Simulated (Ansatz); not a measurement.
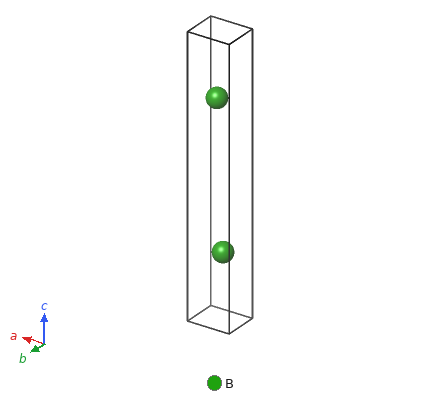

B (P6_3/mmc, No. 194): coordinates from a relaxation with Ansatz 0.2.0, DFT, r2SCAN, plane waves (500 eV) with PAW, scalar-relativistic; the starting structure was generated, so it need not be a known form of this composition.

```
B
1.0
     1.70793    0.00000    0.00000
    -0.85396    1.47911    0.00000
     0.00000    0.00000    7.76640
B
2
Direct
  0.33333 0.66667 0.25000
  0.66667 0.33333 0.75000
```

Question: What will a dark-field STEM-like image along [201] show? The image is simulated as a sum over atoms of Z^1.7, blurred by a 0.50 Å probe (no channelling). The probe carries 15 % of its weight in a tail 2.5 times as wide. Shot noise, a slight drift and the speckle of an amorphous layer were added.

Answer: The projected structure repeats with a cell of 1.56 × 1.67 Å, 118°. All columns are alike (B). The shortest distance between visible columns is 0.92 Å in projection. Along the beam the structure repeats every 8.48 Å.

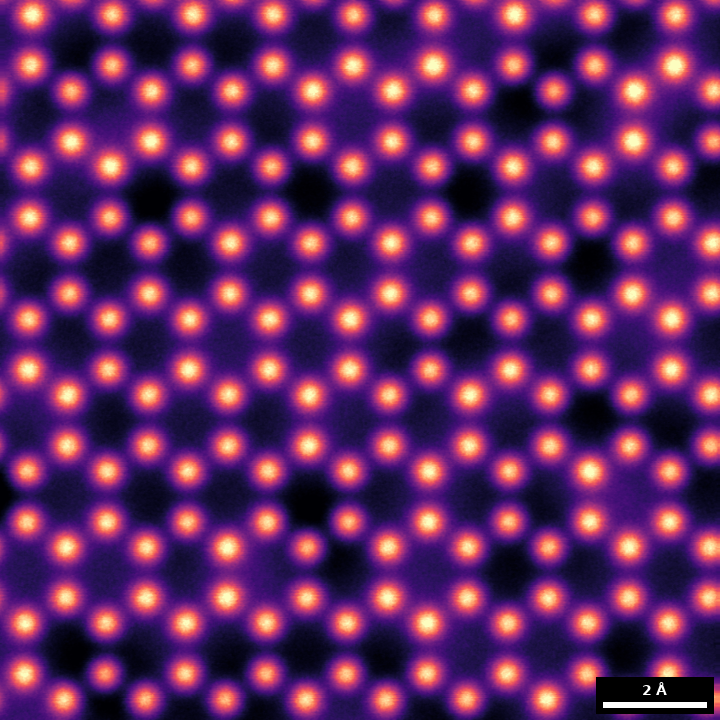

The simulated image.
